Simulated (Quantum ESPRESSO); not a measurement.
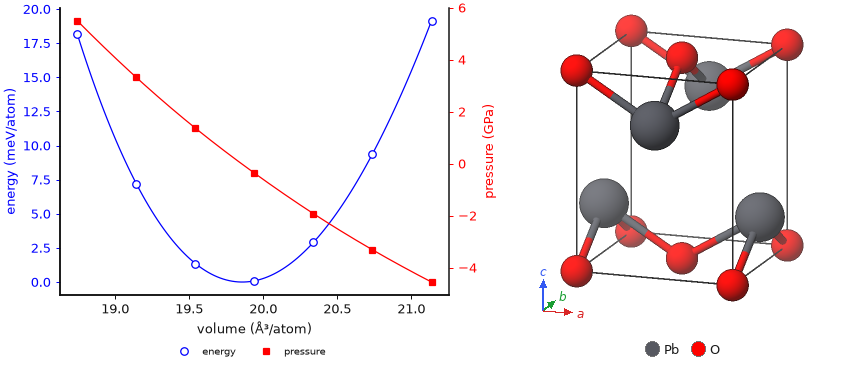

The plot gives the computed energy and pressure against volume for PbO, space group P4/nmm (No. 129). The conventional cell is drawn beside the plot.

Cell as given: a = 3.990 Å, b = 3.990 Å, c = 5.010 Å, α = 90.00°, β = 90.00°, γ = 90.00°; 4 atoms.

Method: plane-wave DFT, no spin polarisation; energies at scaled volumes of the given cell, shape and fractions fixed, counted from the fit's minimum, third-order Birch-Murnaghan fit (Quantum ESPRESSO 7.5). Level: PBEsol.

```json
{"setting": "k mesh", "value": "7×7×6"}
{"setting": "occupations", "value": "Fermi–Dirac"}
{"setting": "smearing width", "value": "0.05 eV"}
{"setting": "potentials", "value": "PseudoDojo 0.4.1 SR PBEsol standard"}
{"setting": "wave cutoff", "value": "1143 eV"}
{"setting": "density cutoff", "value": "4572 eV"}
```

### Give the fitted equation-of-state parameters.

A third-order Birch–Murnaghan fit gives V0 = 19.86 Å³/atom, B0 = 83.7 GPa and B′ = 4.6.

### Read off the course of the pressure.

It falls from 5.50 GPa at volume 18.74 Å³/atom to −4.55 GPa at 21.14 Å³/atom, and changes sign near 19.86 Å³/atom.

Keep in mind: spin-orbit coupling left out, heavy elements; shape and atomic fractions are frozen while scaling, which makes layered, chain and framework solids too stiff.

The computed values:

```json
{"volume (Å³/atom)": "18.74", "energy (meV/atom)": "18.19", "pressure (GPa)": "5.50"}
{"volume (Å³/atom)": "19.14", "energy (meV/atom)": "7.21", "pressure (GPa)": "3.32"}
{"volume (Å³/atom)": "19.54", "energy (meV/atom)": "1.36", "pressure (GPa)": "1.37"}
{"volume (Å³/atom)": "19.94", "energy (meV/atom)": "0.09", "pressure (GPa)": "-0.36"}
{"volume (Å³/atom)": "20.34", "energy (meV/atom)": "2.91", "pressure (GPa)": "-1.92"}
{"volume (Å³/atom)": "20.74", "energy (meV/atom)": "9.39", "pressure (GPa)": "-3.31"}
{"volume (Å³/atom)": "21.14", "energy (meV/atom)": "19.15", "pressure (GPa)": "-4.55"}
```
